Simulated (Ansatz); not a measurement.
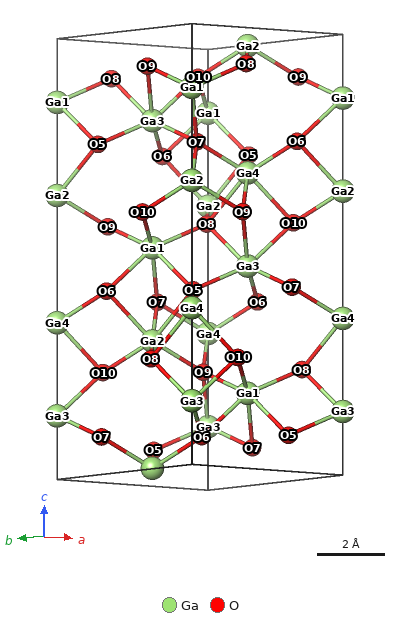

**Figure 1.** The starting structure (ball-and-stick view of the cell 3 times as large as that of the calculation, set on its symmetry axes, seen at an oblique angle; atoms are numbered from 1 in the order of the input). An atom can appear more than once, as a periodic image.

# Run report: Ga2O3, geometry relaxation (part 1 of 2)

Ga2O3 (R-3c, 10 atoms in the cell), computed with DFT PBE, scalar-relativistic, plane waves, PAW, no spin polarisation (Ansatz 0.2.0).

The structure derives from a Materials Project entry. Figures and captions count atoms from 1; the log counts them from 0 in places.

## Output
```
Engine: ansatz 0.2.0, x86_64-unknown-linux-gnu
Pseudopotentials: kind: paw
Pseudopotential: Ga, paw, valence charge 13, recommended cutoff 420 eV (normal), Ga.paw.azcp
Pseudopotential: O, paw, valence charge 6, recommended cutoff 420 eV (normal), O.paw.azcp
Functional definition: PBE
  parameter kappa = 0.804
  parameter beta = 0.06672455060314922
  exchange = pbe_x(kappa = kappa, mu = beta*pi^2/3)
  correlation = pbe_c(beta = beta)
Crystal: 10 atoms, lattice volume = 96.971 Å³
Basis set: ecut = 420 eV, 1899 PW (Γ), exchange–correlation on 72×72×72 points (8 copies of the dense FFT grid, shifted against one another)
Bands: 54, of which v1, the nominal top of the filled ones, is band 44 counted from 1 (43 counted from 0)
Symmetry: 12 space group operations
Space group: R-3c (ITA 167), of the structure as read, at distance tolerance 4.6e-5 Å
k-points: 32 of 216
Non-local potential: Ga, projectors of the file, l = 0: 2, l = 1: 2, l = 2: 3, l = 3: 1
Non-local potential: O, projectors of the file, l = 0: 2, l = 1: 2, l = 2: 1
PAW form: soft (Blöchl's): semilocal exchange-correlation on the pseudo side does not see the compensation charge
PAW one-centre angular grid: Ga, 590 points (default); XC on 64 Gauss nodes
PAW one-centre angular grid: O, 110 points (default); XC on 64 Gauss nodes
Initial density: superposition of atomic densities (neutral atoms: chi_scale 0, normalization atom), corrected by the library's trained network
Initial wavefunctions: pseudopotential atomic-orbital guess
Functional: x = pbe(κ = 0.804, μ = 0.2195149727645171), c = pbe(β = 0.06672455060314922)
SCF iter   1: F=—  HF=-18539.725763 eV  |F-HF|=—  |Δ(HF+E_count)|=         —  Δρ=1.03e-3  dr2=2.32e-4  ethr=1.77e-3  ⟨swp⟩=6.2  Hψ=6308  notcnv=0  defer=6
preconditioner: auto → Resta (q_TF=auto, 2.685 Å⁻¹)  ε∞=4.8  [insulator: Δε(μ)=2.783 eV  Ē_g=18.153 eV  σ=0.020 eV  W_gap=1.00  n_scr=26 (ndim 8)  ℏωp=35.4 eV  f_vac=0.015  D(μ)=0.00/eV (n_scr^D=0)  ε∞_Penn≈4.8]
SCF iter   2: F=—  HF=-18539.726157 eV  |F-HF|=—  |Δ(HF+E_count)|=   3.95e-4  Δρ=5.69e-4  dr2=6.70e-5  ethr=2.63e-7  ⟨swp⟩=2.7  Hψ=3857  notcnv=0  defer=100
SCF iter   3: F=—  HF=-18539.726529 eV  |F-HF|=—  |Δ(HF+E_count)|=   3.71e-4  Δρ=2.69e-4  dr2=1.98e-5  ethr=7.61e-8  ⟨swp⟩=2.0  Hψ=2717  notcnv=0  defer=100
SCF iter   4: F=—  HF=-18539.726619 eV  |F-HF|=—  |Δ(HF+E_count)|=   9.01e-5  Δρ=3.75e-5  dr2=1.13e-6  ethr=2.25e-8  ⟨swp⟩=2.0  Hψ=2995  notcnv=0  defer=100
SCF iter   5: F=—  HF=-18539.726621 eV  |F-HF|=—  |Δ(HF+E_count)|=   1.96e-6  Δρ=1.44e-5  dr2=2.06e-7  ethr=1.29e-9  ⟨swp⟩=2.0  Hψ=2957  notcnv=0  defer=100
SCF iter   6: F=-18539.726621 eV  HF=-18539.726621 eV  |F-HF|=2.04e-8  |Δ(HF+E_count)|=   2.92e-7  Δρ=7.01e-6  dr2=2.92e-8  ethr=1.14e-10  ⟨swp⟩=9.2  Hψ=7478  notcnv=0
SCF 1 converged in 6 iterations: F = -18539.726621 eV  dr2 = 2.92e-8
  greatest PAW one-centre occupation: 0.998 electrons in one spin orbital (limit 2), on the Ga atom at site 3 (counted from 0), in its partial waves of l = 2
relax step   1: F+E_penalty+E_count = -18539.72662117 eV  Δ(F+E_penalty+E_count) = +0.000e0 eV  max|allowed force component| = 4.705e-2 eV/Å  Δτ_max = 0.0000 Å  P = +7.993 GPa  Ω = 96.971 Å³  (6 SCF iters, dr2 threshold 1.00e-7 eV, accepted)
Crystal: 10 atoms, lattice volume = 99.001 Å³
Basis set: ecut = 420 eV, 1911 PW (Γ), exchange–correlation on 72×72×72 points (8 copies of the dense FFT grid, shifted against one another)
Initial density: handed on by an earlier stage of this run
Initial wavefunctions: those handed on with the density
iter 1 solved again at ethr=1.27e-5 eV; its pass at ethr=3.10e-3 eV (dr2=1.12e-2 eV) is discarded
SCF iter   1: F=—  HF=-18539.788326 eV  |F-HF|=—  |Δ(HF+E_count)|=         —  Δρ=3.85e-3  dr2=1.10e-2  ethr=1.27e-5  ⟨swp⟩=2.6  Hψ=7724  notcnv=0
preconditioner: auto → Resta (q_TF=auto, 2.675 Å⁻¹)  ε∞=4.8  [insulator: Δε(μ)=2.552 eV  Ē_g=17.938 eV  σ=0.020 eV  W_gap=1.00  n_scr=26 (ndim 8)  ℏωp=35.0 eV  f_vac=0.019  D(μ)=0.00/eV (n_scr^D=0)  ε∞_Penn≈4.8]
SCF iter   2: F=—  HF=-18539.785175 eV  |F-HF|=—  |Δ(HF+E_count)|=   3.15e-3  Δρ=1.02e-3  dr2=9.28e-4  ethr=1.25e-5  ⟨swp⟩=2.3  Hψ=3381  notcnv=0
SCF iter   3: F=—  HF=-18539.785151 eV  |F-HF|=—  |Δ(HF+E_count)|=   2.38e-5  Δρ=5.49e-4  dr2=3.13e-4  ethr=1.05e-6  ⟨swp⟩=1.0  Hψ=1728  notcnv=0
SCF iter   4: F=—  HF=-18539.785175 eV  |F-HF|=—  |Δ(HF+E_count)|=   2.46e-5  Δρ=1.38e-4  dr2=1.35e-5  ethr=3.55e-7  ⟨swp⟩=2.3  Hψ=2977  notcnv=0
SCF iter   5: F=—  HF=-18539.785185 eV  |F-HF|=—  |Δ(HF+E_count)|=   9.62e-6  Δρ=6.42e-5  dr2=3.53e-6  ethr=1.53e-8  ⟨swp⟩=2.0  Hψ=3054  notcnv=0
SCF iter   6: F=-18539.785183 eV  HF=-18539.785183 eV  |F-HF|=2.40e-7  |Δ(HF+E_count)|=   2.51e-6  Δρ=1.26e-5  dr2=1.32e-7  ethr=1.14e-9  ⟨swp⟩=6.5  Hψ=7653  notcnv=0
SCF 2 converged in 6 iterations: F = -18539.785183 eV  dr2 = 1.32e-7
relax step   2: F+E_penalty+E_count = -18539.78518282 eV  Δ(F+E_penalty+E_count) = -5.856e-2 eV  max|allowed force component| = 3.731e-2 eV/Å  Δτ_max = 0.0012 Å  P = +3.170 GPa  Ω = 99.001 Å³  energy of the carried Pulay correction = -1.079e-2 eV  (6 SCF iters, dr2 threshold 1.00e-6 eV, accepted)
Crystal: 10 atoms, lattice volume = 100.353 Å³
Basis set: ecut = 420 eV, 1929 PW (Γ), exchange–correlation on 72×72×72 points (8 copies of the dense FFT grid, shifted against one another)
iter 1 solved again at ethr=5.96e-6 eV; its pass at ethr=3.10e-3 eV (dr2=5.25e-3 eV) is discarded
SCF iter   1: F=—  HF=-18539.794035 eV  |F-HF|=—  |Δ(HF+E_count)|=         —  Δρ=2.72e-3  dr2=5.15e-3  ethr=5.96e-6  ⟨swp⟩=2.3  Hψ=7209  notcnv=0
preconditioner: auto → Resta (q_TF=auto, 2.669 Å⁻¹)  ε∞=4.8  [insulator: Δε(μ)=2.412 eV  Ē_g=17.818 eV  σ=0.020 eV  W_gap=1.00  n_scr=26 (ndim 8)  ℏωp=34.8 eV  f_vac=0.019  D(μ)=0.00/eV (n_scr^D=0)  ε∞_Penn≈4.8]
SCF iter   2: F=—  HF=-18539.792554 eV  |F-HF|=—  |Δ(HF+E_count)|=   1.48e-3  Δρ=7.97e-4  dr2=4.31e-4  ethr=5.85e-6  ⟨swp⟩=2.3  Hψ=3377  notcnv=0
SCF iter   3: F=—  HF=-18539.792548 eV  |F-HF|=—  |Δ(HF+E_count)|=   5.91e-6  Δρ=3.82e-4  dr2=1.25e-4  ethr=4.90e-7  ⟨swp⟩=1.0  Hψ=1728  notcnv=0
SCF iter   4: F=—  HF=-18539.792564 eV  |F-HF|=—  |Δ(HF+E_count)|=   1.58e-5  Δρ=8.66e-5  dr2=5.65e-6  ethr=1.42e-7  ⟨swp⟩=2.2  Hψ=2813  notcnv=0
SCF iter   5: F=—  HF=-18539.792568 eV  |F-HF|=—  |Δ(HF+E_count)|=   4.33e-6  Δρ=3.30e-5  dr2=8.92e-7  ethr=1.14e-9  ⟨swp⟩=6.3  Hψ=7735  notcnv=0
SCF iter   6: F=-18539.792567 eV  HF=-18539.792567 eV  |F-HF|=6.17e-8  |Δ(HF+E_count)|=   7.81e-7  Δρ=1.23e-5  dr2=1.43e-7  ethr=1.01e-9  ⟨swp⟩=5.0  Hψ=7044  notcnv=0
SCF 3 converged in 6 iterations: F = -18539.792567 eV  dr2 = 1.43e-7
  greatest PAW one-centre occupation: 0.998 electrons in one spin orbital (limit 2), on the Ga atom at site 2 (counted from 0), in its partial waves of l = 2
relax step   3: F+E_penalty+E_count = -18539.79256737 eV  Δ(F+E_penalty+E_count) = -7.385e-3 eV  max|allowed force component| = 2.366e-2 eV/Å  Δτ_max = 0.0029 Å  P = +0.147 GPa  Ω = 100.353 Å³  energy of the carried Pulay correction = -1.786e-2 eV  (6 SCF iters, dr2 threshold 1.00e-6 eV, accepted)
Crystal: 10 atoms, lattice volume = 100.443 Å³
iter 1 solved again at ethr=6.75e-8 eV; its pass at ethr=3.10e-3 eV (dr2=5.94e-5 eV) is discarded
SCF iter   1: F=—  HF=-18539.792216 eV  |F-HF|=—  |Δ(HF+E_count)|=         —  Δρ=3.86e-4  dr2=6.18e-5  ethr=6.75e-8  ⟨swp⟩=2.1  Hψ=6697  notcnv=0
preconditioner: auto → Resta (q_TF=auto, 2.669 Å⁻¹)  ε∞=4.8  [insulator: Δε(μ)=2.416 eV  Ē_g=17.828 eV  σ=0.020 eV  W_gap=1.00  n_scr=26 (ndim 8)  ℏωp=34.8 eV  f_vac=0.019  D(μ)=0.00/eV (n_scr^D=0)  ε∞_Penn≈4.8]
SCF iter   2: F=—  HF=-18539.792221 eV  |F-HF|=—  |Δ(HF+E_count)|=   5.39e-6  Δρ=1.79e-4  dr2=1.26e-5  ethr=6.75e-8  ⟨swp⟩=2.3  Hψ=3092  notcnv=0
SCF iter   3: F=—  HF=-18539.792219 eV  |F-HF|=—  |Δ(HF+E_count)|=   2.01e-6  Δρ=3.75e-5  dr2=1.04e-6  ethr=1.43e-8  ⟨swp⟩=2.0  Hψ=2373  notcnv=0
SCF iter   4: F=-18539.792220 eV  HF=-18539.792220 eV  |F-HF|=7.72e-8  |Δ(HF+E_count)|=   2.57e-7  Δρ=1.27e-5  dr2=1.42e-7  ethr=3.30e-10  ⟨swp⟩=6.0  Hψ=7453  notcnv=0
SCF 4 converged in 4 iterations: F = -18539.792220 eV  dr2 = 1.42e-7
relax step   4: F+E_penalty+E_count = -18539.79221981 eV  Δ(F+E_penalty+E_count) = +3.476e-4 eV  max|allowed force component| = 1.077e-2 eV/Å  Δτ_max = 0.0010 Å  P = -0.020 GPa  Ω = 100.443 Å³  energy of the carried Pulay correction = -1.832e-2 eV  (4 SCF iters, dr2 threshold 2.90e-7 eV, accepted)
Crystal: 10 atoms, lattice volume = 100.437 Å³
iter 1 solved again at ethr=3.56e-9 eV; its pass at ethr=3.10e-3 eV (dr2=3.13e-6 eV) is discarded
SCF iter   1: F=—  HF=-18539.792271 eV  |F-HF|=—  |Δ(HF+E_count)|=         —  Δρ=9.95e-5  dr2=3.35e-6  ethr=3.56e-9  ⟨swp⟩=3.1  Hψ=7136  notcnv=0
preconditioner: auto → Resta (q_TF=auto, 2.669 Å⁻¹)  ε∞=4.8  [insulator: Δε(μ)=2.417 eV  Ē_g=17.829 eV  σ=0.020 eV  W_gap=1.00  n_scr=26 (ndim 8)  ℏωp=34.8 eV  f_vac=0.018  D(μ)=0.00/eV (n_scr^D=0)  ε∞_Penn≈4.8]
SCF iter   2: F=—  HF=-18539.792292 eV  |F-HF|=—  |Δ(HF+E_count)|=   2.16e-5  Δρ=4.85e-5  dr2=8.24e-7  ethr=3.56e-9  ⟨swp⟩=2.0  Hψ=2806  notcnv=0
SCF iter   3: F=—  HF=-18539.792292 eV  |F-HF|=—  |Δ(HF+E_count)|=   1.63e-8  Δρ=6.69e-6  dr2=3.36e-8  ethr=9.36e-10  ⟨swp⟩=2.0  Hψ=2715  notcnv=0
SCF iter   4: F=-18539.792292 eV  HF=-18539.792292 eV  |F-HF|=3.25e-9  |Δ(HF+E_count)|=   6.47e-9  Δρ=3.30e-6  dr2=8.73e-9  ethr=3.06e-11  ⟨swp⟩=4.3  Hψ=5774  notcnv=0
SCF 5 converged in 4 iterations: F = -18539.792292 eV  dr2 = 8.73e-9
relax step   5: F+E_penalty+E_count = -18539.79229231 eV  Δ(F+E_penalty+E_count) = -7.250e-5 eV  max|allowed force component| = 8.277e-3 eV/Å  Δτ_max = 0.0003 Å  P = -0.015 GPa  Ω = 100.437 Å³  energy of the carried Pulay correction = -1.829e-2 eV  (4 SCF iters, dr2 threshold 2.70e-8 eV, accepted)
Crystal: 10 atoms, lattice volume = 100.429 Å³
iter 1 solved again at ethr=2.85e-8 eV; its pass at ethr=3.10e-3 eV (dr2=2.51e-5 eV) is discarded
SCF iter   1: F=—  HF=-18539.792336 eV  |F-HF|=—  |Δ(HF+E_count)|=         —  Δρ=2.52e-4  dr2=2.49e-5  ethr=2.85e-8  ⟨swp⟩=2.0  Hψ=5344  notcnv=0
preconditioner: auto → Resta (q_TF=auto, 2.669 Å⁻¹)  ε∞=4.8  [insulator: Δε(μ)=2.417 eV  Ē_g=17.828 eV  σ=0.020 eV  W_gap=1.00  n_scr=26 (ndim 8)  ℏωp=34.8 eV  f_vac=0.018  D(μ)=0.00/eV (n_scr^D=0)  ε∞_Penn≈4.8]
SCF iter   2: F=—  HF=-18539.792353 eV  |F-HF|=—  |Δ(HF+E_count)|=   1.67e-5  Δρ=1.19e-4  dr2=5.42e-6  ethr=2.83e-8  ⟨swp⟩=2.1  Hψ=2453  notcnv=0
SCF iter   3: F=—  HF=-18539.792350 eV  |F-HF|=—  |Δ(HF+E_count)|=   2.55e-6  Δρ=8.50e-6  dr2=5.63e-8  ethr=6.16e-9  ⟨swp⟩=2.0  Hψ=2542  notcnv=0
SCF iter   4: F=—  HF=-18539.792350 eV  |F-HF|=—  |Δ(HF+E_count)|=   1.12e-7  Δρ=7.54e-6  dr2=3.60e-8  ethr=4.87e-12  ⟨swp⟩=5.5  Hψ=7461  notcnv=0
SCF iter   5: F=-18539.792350 eV  HF=-18539.792350 eV  |F-HF|=8.62e-10  |Δ(HF+E_count)|=   5.35e-9  Δρ=1.05e-6  dr2=1.03e-9  ethr=4.87e-12  ⟨swp⟩=3.0  Hψ=7446  notcnv=0
SCF 6 converged in 5 iterations: F = -18539.792350 eV  dr2 = 1.03e-9
relax step   6: F+E_penalty+E_count = -18539.79235023 eV  Δ(F+E_penalty+E_count) = -5.793e-5 eV  max|allowed force component| = 1.495e-4 eV/Å  Δτ_max = 0.0008 Å  P = +0.000 GPa  Ω = 100.429 Å³  energy of the carried Pulay correction = -1.825e-2 eV  (5 SCF iters, dr2 threshold 4.28e-9 eV, accepted)
Basis set: ecut = 420 eV, 1929 PW (Γ), exchange–correlation on 80×80×80 points (8 copies of the dense FFT grid, shifted against one another)
Initial wavefunctions: pseudopotential atomic-orbital guess (no wavefunctions were taken with the density)
iter 1 solved again at ethr=6.45e-8 eV; its pass at ethr=3.10e-3 eV (dr2=5.68e-5 eV) is discarded
SCF iter   1: F=—  HF=-18539.810337 eV  |F-HF|=—  |Δ(HF+E_count)|=         —  Δρ=7.22e-4  dr2=3.15e-5  ethr=6.45e-8  ⟨swp⟩=3.1  Hψ=11367  notcnv=0
preconditioner: auto → Resta (q_TF=auto, 2.669 Å⁻¹)  ε∞=4.8  [insulator: Δε(μ)=2.418 eV  Ē_g=17.829 eV  σ=0.020 eV  W_gap=1.00  n_scr=26 (ndim 8)  ℏωp=34.8 eV  f_vac=0.018  D(μ)=0.00/eV (n_scr^D=0)  ε∞_Penn≈4.8]
SCF iter   2: F=—  HF=-18539.813146 eV  |F-HF|=—  |Δ(HF+E_count)|=   2.81e-3  Δρ=3.64e-4  dr2=9.93e-6  ethr=3.58e-8  ⟨swp⟩=3.0  Hψ=3136  notcnv=0
SCF iter   3: F=—  HF=-18539.814000 eV  |F-HF|=—  |Δ(HF+E_count)|=   8.54e-4  Δρ=1.26e-4  dr2=9.53e-7  ethr=1.13e-8  ⟨swp⟩=3.0  Hψ=3428  notcnv=0
SCF iter   4: F=—  HF=-18539.814116 eV  |F-HF|=—  |Δ(HF+E_count)|=   1.15e-4  Δρ=1.07e-5  dr2=4.12e-8  ethr=1.08e-9  ⟨swp⟩=2.0  Hψ=3136  notcnv=0
SCF iter   5: F=—  HF=-18539.814116 eV  |F-HF|=—  |Δ(HF+E_count)|=   1.36e-7  Δρ=4.38e-6  dr2=3.55e-9  ethr=4.68e-11  ⟨swp⟩=2.0  Hψ=2890  notcnv=0
SCF iter   6: F=—  HF=-18539.814116 eV  |F-HF|=—  |Δ(HF+E_count)|=   1.34e-7  Δρ=8.30e-7  dr2=5.34e-10  ethr=4.03e-12  ⟨swp⟩=2.0  Hψ=2981  notcnv=0
SCF iter   7: F=-18539.814116 eV  HF=-18539.814116 eV  |F-HF|=2.18e-11  |Δ(HF+E_count)|=  9.46e-10  Δρ=1.59e-7  dr2=3.11e-11  ethr=1.00e-12  ⟨swp⟩=4.3  Hψ=6042  notcnv=0
SCF 7 converged in 7 iterations: F = -18539.814116 eV  dr2 = 3.11e-11
relax step   7: F+E_penalty+E_count = -18539.81411599 eV  Δ(F+E_penalty+E_count) = -2.177e-2 eV  max|allowed force component| = 2.392e-3 eV/Å  Δτ_max = 0.0000 Å  P = +0.343 GPa  Ω = 100.429 Å³  stress off target by 3.45e-1 GPa  SCF on the basis re-selected at this cell (its energy is not comparable with the rows above)  (7 SCF iters)
basis re-selected at this cell: Δ(F+E_penalty+E_count) = -2.177e-2 eV, ΔP = +0.343 GPa vs the last step (what re-selecting the basis moved, of the pressure what is left beyond the Pulay correction that the steps carried, after the strain that the cell walked since its last selection, with what the two solves' SCF thresholds leave and, on support functions, any second-order correction that the steps lacked; it is no measure of the basis error at this ecutwfc). The dense FFT grid was sized anew with the basis: this SCF ran on 40×40×40 points, the steps before it on 36×36×36, so part of this shift can come from that change (see relax.cell in the input reference). This SCF's stress stands 3.45e-1 GPa from its target on what of the cell is left free (relax.cell.stress_tol is 5.00e-2 GPa) and its largest allowed force component is 2.39e-3 eV/Å (relax.f_tol is 5.00e-3 eV/Å): not within both, so this SCF does not close the relaxation
Crystal: 10 atoms, lattice volume = 100.592 Å³
iter 1 solved again at ethr=8.19e-8 eV; its pass at ethr=3.10e-3 eV (dr2=7.20e-5 eV) is discarded
SCF iter   1: F=—  HF=-18539.813469 eV  |F-HF|=—  |Δ(HF+E_count)|=         —  Δρ=2.95e-4  dr2=6.46e-5  ethr=8.19e-8  ⟨swp⟩=2.0  Hψ=6605  notcnv=0
preconditioner: auto → Resta (q_TF=auto, 2.668 Å⁻¹)  ε∞=4.8  [insulator: Δε(μ)=2.400 eV  Ē_g=17.812 eV  σ=0.020 eV  W_gap=1.00  n_scr=26 (ndim 8)  ℏωp=34.7 eV  f_vac=0.018  D(μ)=0.00/eV (n_scr^D=0)  ε∞_Penn≈4.8]
SCF iter   2: F=—  HF=-18539.813446 eV  |F-HF|=—  |Δ(HF+E_count)|=   2.31e-5  Δρ=7.92e-5  dr2=5.23e-6  ethr=7.34e-8  ⟨swp⟩=2.4  Hψ=3057  notcnv=0
SCF iter   3: F=—  HF=-18539.813445 eV  |F-HF|=—  |Δ(HF+E_count)|=   1.92e-7  Δρ=4.20e-5  dr2=1.77e-6  ethr=5.95e-9  ⟨swp⟩=1.0  Hψ=1728  notcnv=0
SCF iter   4: F=-18539.813446 eV  HF=-18539.813446 eV  |F-HF|=2.79e-8  |Δ(HF+E_count)|=   2.15e-7  Δρ=9.97e-6  dr2=8.10e-8  ethr=3.37e-10  ⟨swp⟩=3.2  Hψ=7381  notcnv=0
SCF 8 converged in 4 iterations: F = -18539.813446 eV  dr2 = 8.10e-8
relax step   8: F+E_penalty+E_count = -18539.81344571 eV  Δ(F+E_penalty+E_count) = +6.703e-4 eV  max|allowed force component| = 2.230e-4 eV/Å  Δτ_max = 0.0002 Å  P = +0.014 GPa  Ω = 100.592 Å³  energy of the carried Pulay correction = -8.525e-4 eV  (4 SCF iters, dr2 threshold 2.97e-7 eV, accepted)
iter 1 solved again at ethr=1.55e-8 eV; its pass at ethr=3.10e-3 eV (dr2=1.36e-5 eV) is discarded
SCF iter   1: F=—  HF=-18539.813614 eV  |F-HF|=—  |Δ(HF+E_count)|=         —  Δρ=2.41e-4  dr2=1.29e-6  ethr=1.55e-8  ⟨swp⟩=3.9  Hψ=11673  notcnv=0
preconditioner: auto → Resta (q_TF=auto, 2.668 Å⁻¹)  ε∞=4.8  [insulator: Δε(μ)=2.401 eV  Ē_g=17.815 eV  σ=0.020 eV  W_gap=1.00  n_scr=26 (ndim 8)  ℏωp=34.7 eV  f_vac=0.018  D(μ)=0.00/eV (n_scr^D=0)  ε∞_Penn≈4.8]
SCF iter   2: F=—  HF=-18539.814044 eV  |F-HF|=—  |Δ(HF+E_count)|=   4.30e-4  Δρ=1.22e-4  dr2=3.61e-7  ethr=1.47e-9  ⟨swp⟩=2.0  Hψ=1881  notcnv=0
SCF iter   3: F=—  HF=-18539.814193 eV  |F-HF|=—  |Δ(HF+E_count)|=   1.49e-4  Δρ=5.68e-6  dr2=2.01e-8  ethr=4.11e-10  ⟨swp⟩=2.0  Hψ=2106  notcnv=0
SCF iter   4: F=—  HF=-18539.814193 eV  |F-HF|=—  |Δ(HF+E_count)|=   3.05e-9  Δρ=1.69e-6  dr2=2.26e-9  ethr=2.29e-11  ⟨swp⟩=2.0  Hψ=2566  notcnv=0
SCF iter   5: F=—  HF=-18539.814193 eV  |F-HF|=—  |Δ(HF+E_count)|=   1.48e-8  Δρ=5.52e-7  dr2=3.96e-10  ethr=2.57e-12  ⟨swp⟩=2.1  Hψ=2906  notcnv=0
SCF iter   6: F=—  HF=-18539.814193 eV  |F-HF|=—  |Δ(HF+E_count)|=  6.91e-11  Δρ=3.01e-7  dr2=1.06e-10  ethr=1.00e-12  ⟨swp⟩=4.1  Hψ=6062  notcnv=0
SCF iter   7: F=-18539.814193 eV  HF=-18539.814193 eV  |F-HF|=0.00e0  |Δ(HF+E_count)|=  1.13e-10  Δρ=5.38e-8  dr2=2.08e-12  ethr=1.00e-12  ⟨swp⟩=4.0  Hψ=5705  notcnv=0
SCF 9 converged in 7 iterations: F = -18539.814193 eV  dr2 = 2.08e-12
relax step   9: F+E_penalty+E_count = -18539.81419317 eV  Δ(F+E_penalty+E_count) = -7.475e-4 eV  max|allowed force component| = 1.502e-4 eV/Å  Δτ_max = 0.0000 Å  P = +0.019 GPa  Ω = 100.592 Å³  stress off target by 2.02e-2 GPa  SCF on the basis re-selected at this cell (its energy is not comparable with the rows above)  (7 SCF iters)
```

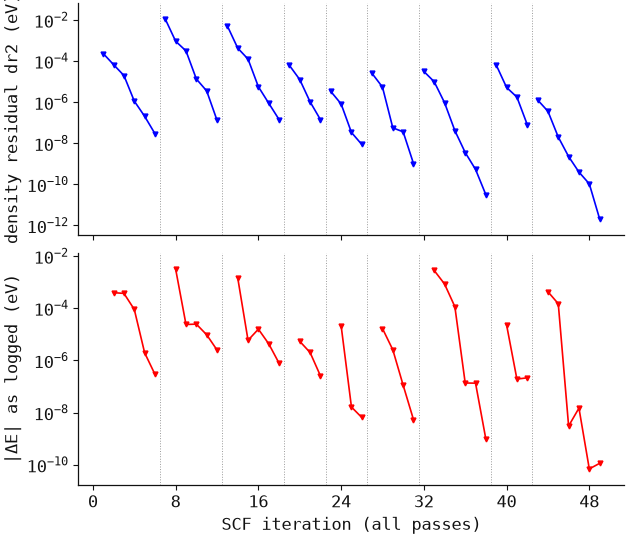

**Figure 2.** Convergence of the self-consistent field: density residual dr2 and size of the energy change against the SCF iteration. The dotted lines part the SCF passes of the relaxation: geometry steps, rejected trials and re-solves on a re-selected basis. The 9 passes take 4 to 7 iterations each, 49 in all.

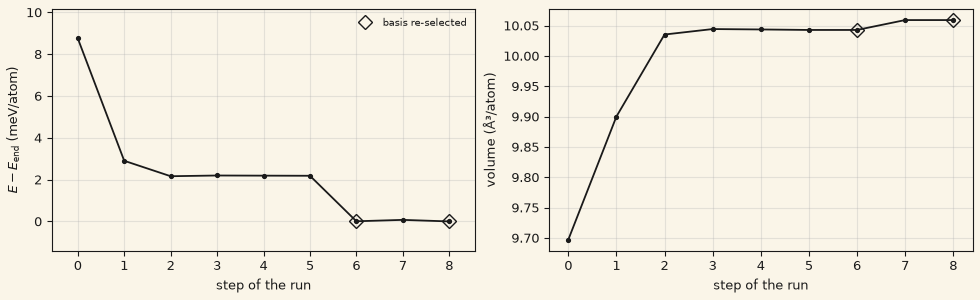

**Figure 3.** Progress of the relaxation, step by step (the first geometry is step 0 here and step 1 in the log).
